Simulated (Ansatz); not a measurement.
Consider Cu16H (slab).

The calculation's input:

```
crystal:
  lattice:
    - [5.0393684011, 0.0, 0.0]
    - [-2.5196842005, 4.3642210544, 0.0]
    - [0.0, 0.0, 25.1719406043]
  atoms:
    - { symbol: Cu, position: [0.3333333333, 0.1666666667, 0.3376775805] }
    - { symbol: Cu, position: [0.3333333333, 0.6666666667, 0.3376775805] }
    - { symbol: Cu, position: [0.8333333333, 0.1666666667, 0.3376775805] }
    - { symbol: Cu, position: [0.8333333333, 0.6666666667, 0.3376775805] }
    - { symbol: Cu, position: [0.6666666667, 0.3333333333, 0.4194080107] }
    - { symbol: Cu, position: [0.6666666667, 0.8333333333, 0.4194080107] }
    - { symbol: Cu, position: [0.1666666667, 0.3333333333, 0.4194080107] }
    - { symbol: Cu, position: [0.1666666667, 0.8333333333, 0.4194080107] }
    - { symbol: Cu, position: [0.0, 0.5, 0.500657157] }
    - { symbol: Cu, position: [0.0, 0.0, 0.500657157] }
    - { symbol: Cu, position: [0.5, 0.5, 0.500657157] }
    - { symbol: Cu, position: [0.5, 0.0, 0.500657157] }
    - { symbol: Cu, position: [0.3333333333, 0.6666666667, 0.5826078242] }
    - { symbol: Cu, position: [0.3333333333, 0.1666666667, 0.5826078242] }
    - { symbol: Cu, position: [0.8333333333, 0.6666666667, 0.5826078242] }
    - { symbol: Cu, position: [0.8333333333, 0.1666666667, 0.5826078242] }
    - { symbol: H, position: [0.1666666667, 0.3333333333, 0.6120056371] }
basis:
  ecutwfc: 420
kpoints:
  mp_grid: { grid: [6, 6, 1] }
hamiltonian:
  xc: pbe
  dispersion: d3bj
scf:
  occupations: { method: gaussian, width: 0.1 }
output:
  forces: true
  eigenvalues: true
  write_density: true
  write_potential: true
  elf: true
  volumetric_format: npy
relax:
  adjacent_minimum: "off"
  f_tol: 0.03
  max_steps: 70
  constraints: [{ sites: [0, 1, 2, 3, 4, 5, 6, 7] }]
efield:
  axis: 3
  dipole_correction: true
```

Launched as:

```sh
ansatz run input.yaml --threads 4 --pin off --max-ram 10240MiB --backend cpu --events-out ev --progress --plain --runs-dir out
```

The fields are those of the run's last geometry, not of the input's.

Computed without spin polarisation.

All numbers below come from DFT PBE+D3(BJ), scalar-relativistic, plane waves, PAW in Ansatz 0.2.0.

> Predict the valence pseudo-density and electron localisation function between the atoms.

Cu–Cu (2.52 Å): ρ at the midpoint is about 0.31 e/Å³; the ELF is about 0.20 at the midpoint; no shared electron pair shows on this line.

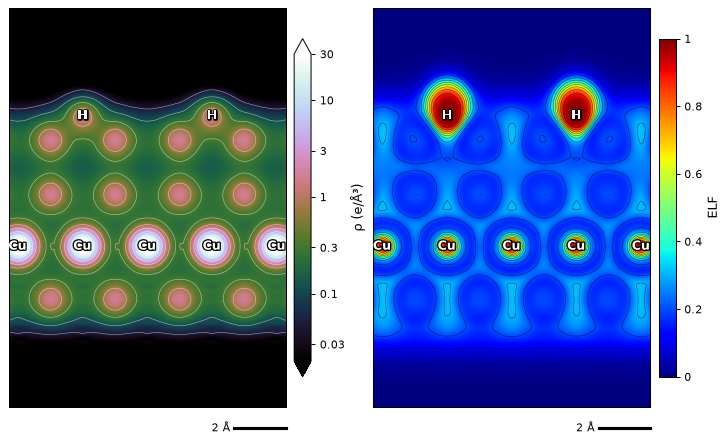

Computed valence pseudo-density and electron localisation function on the (010) plane of the calculation cell, a cut from vacuum to vacuum, in this order. Atoms just off the plane (Cu, 0.7 Å away) can leave unmarked features too.

Core electrons are frozen (PAW), and the valence fields are smoothed inside the atomic spheres.
